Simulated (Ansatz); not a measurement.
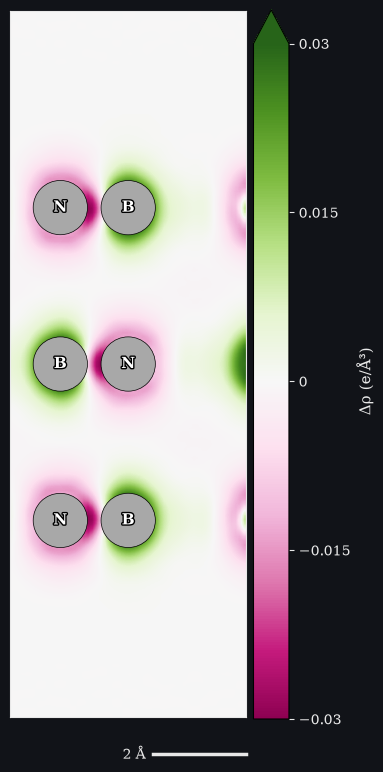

BN (slab). Difference of the valence pseudo-densities of two functionals at the same geometry, on the (110) plane of the calculation cell, a cut from vacuum to vacuum: PBE less r2SCAN.

Both computed with Ansatz (plane waves, PAW), on the same k-point mesh. Grey discs cover the atomic cores.

```
CELL_PARAMETERS angstrom
2.50732 0.00000 0.00000
-1.25366 2.17140 0.00000
0.00000 0.00000 39.22825
ATOMIC_POSITIONS crystal
B 0.66667 0.33333 0.41497
N 0.33333 0.66667 0.41493
B 0.33333 0.66667 0.50000
N 0.66667 0.33333 0.50000
B 0.66667 0.33333 0.58503
N 0.33333 0.66667 0.58507
```

### Where does the change of functional move the electrons?

Against r2SCAN, PBE gives less density around N (−0.013 e/Å³ on average at 0.8 Å from the nucleus) and a change of −0.024 e/Å³ at the midpoint of B–N.
